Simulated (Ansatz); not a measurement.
System: Ti$_{3}$Al.

```xyz
8
Lattice="5.7553 0.0000 0.0000 0.0000 0.0000 -4.6541 -2.8777 4.9843 0.0000" Properties=species:S:1:pos:R:3 pbc="T T T"
Ti    4.3143    0.8711   -3.4906
Ti    1.6723    4.2679   -1.1635
Ti    2.8938    2.9922   -3.4906
Ti   -1.4366    4.1132   -1.1635
Ti    1.2054    0.7163   -3.4906
Ti   -0.0162    1.9921   -1.1635
Al    0.0559    3.4260   -3.4906
Al    2.8217    1.5583   -1.1635
```

Space group P2₁/m; not relaxed (largest force 1.6 eV/Å); computed without spin polarisation.

Theory: DFT PBE, scalar-relativistic, plane waves, PAW in Ansatz.

What can the converged valence pseudo-density and electron localisation function tell about the bonding?

Answer. Ti–Al (2.79 Å): the density is about 0.2 e/Å³ at the midpoint; the ELF is about 0.35 at the midpoint.

Metal or insulator at this level of theory?

Answer. It is metallic or semimetallic at this level of theory: no gap opens.

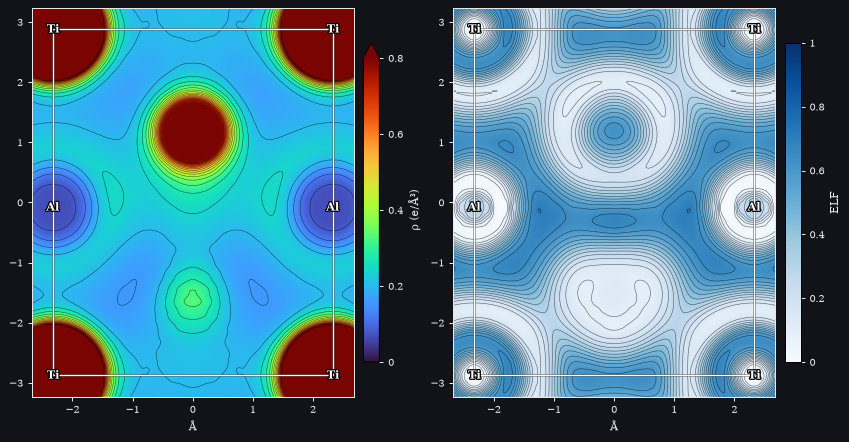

Computed valence pseudo-density and electron localisation function on the (101̄) plane of the conventional cell, in this order. Atoms just off the plane (Ti, 0.7 Å away) can leave unmarked features too.

The density is the valence pseudo-density of a PAW calculation; it isn't the true density close to the nuclei.
